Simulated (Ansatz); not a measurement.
A periodic structure is given below.

```
Mg
1.0
     4.24896    0.00978   -0.01324
     0.00978    4.38528   -0.08977
    -0.01324   -0.08977    4.36180
Mg
4
Direct
  0.00000 0.00000 0.00000
  0.50000 0.50000 0.00000
  0.50000 0.00000 0.50000
  0.00000 0.50000 0.50000
```

> What would you see if this were drawn?

The element is magnesium. Strictly the space group is P-1 (No. 2, within 0.01 Å). It is a distorted form of a face-centred cubic structure, space group Fm-3m (No. 225) within 0.25 Å: face-centred cubic (Cu type). The cell holds four atoms. Mg is linked to twelve Mg in a cuboctahedral arrangement at 3.03 to 3.16 Å. The bonds build a three-dimensional framework.

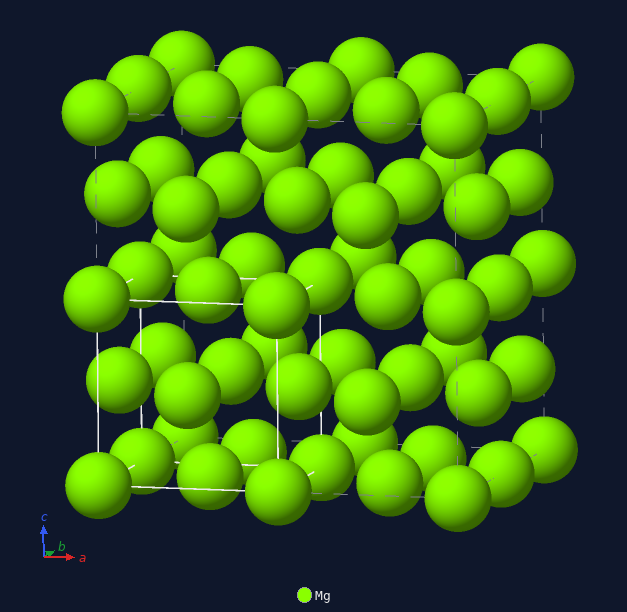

Drawn in the spheres-only manner and seen slightly off an axis. Solid lines give the drawn cell (a repeat of the simulation cell), repeated here 2×2×2 times.

Provenance: a structure listed in the Materials Project. The cell was then strained or its atoms displaced on purpose. A calculation with Ansatz used it as input.

At this level of theory the cell isn't at rest (compressed, at 6 GPa), so its distances can differ from those at equilibrium, the more so the softer the solid.
